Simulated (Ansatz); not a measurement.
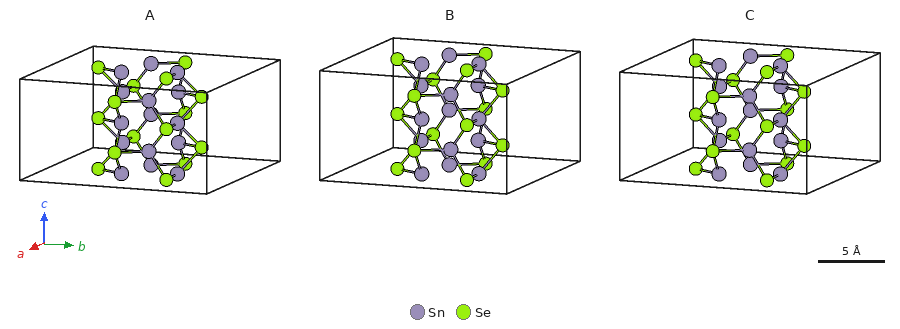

3 geometries from one relaxation of a wire of composition SnSe, in shuffled order. Style: ball-and-stick. Shown: the 2 repeat of the cell, with the vacuum cut short, slightly off an axis.

Case: (3,3) tube.

All numbers below come from DFT PBE, scalar-relativistic, plane waves, PAW in Ansatz. (plane-wave cutoff 420 eV; k-point mesh 1 × 1 × 12; occupations gaussian; smearing width 0.05 eV; no spin polarisation; cell relaxed at fixed a, b, alpha, beta, gamma; force threshold 0.02 eV/Å; at most 45 steps)

Question: Put them in the order of the run, from the start to the converged end.

Answer: A, C, B. They are steps 0, 2, 6, at +0.887 eV per cell of the calculation, +0.195 eV per cell of the calculation relative to the last. After 5 accepted moves (6 points after the start) the energy has fallen by 0.887 eV per cell of the calculation. The largest force component goes from 1.2 to 0.02 eV/Å. At 1 point the geometry stayed and the basis and grid were re-selected for the new cell (energy shift of 5.0 meV per cell of the calculation at most each time). The largest moves relative to the layer's centre, 0.15 Å, are those of Sn atoms. By element the largest moves are Sn 0.15 Å, Se 0.07 Å. Along the periodic axis the drawn cell goes c 7.829 → 8.472 Å (+8.2 %). Among the contacts that change: Se–Sn 2.653 → 2.819 Å, Se–Sn 2.728 → 2.801 Å. Among the angles between lasting bonds that change: Sn–Se–Sn 91.7° → 98.3°, Se–Sn–Se 91.7° → 98.3°, Se–Sn–Se 112.2° → 109.8°.
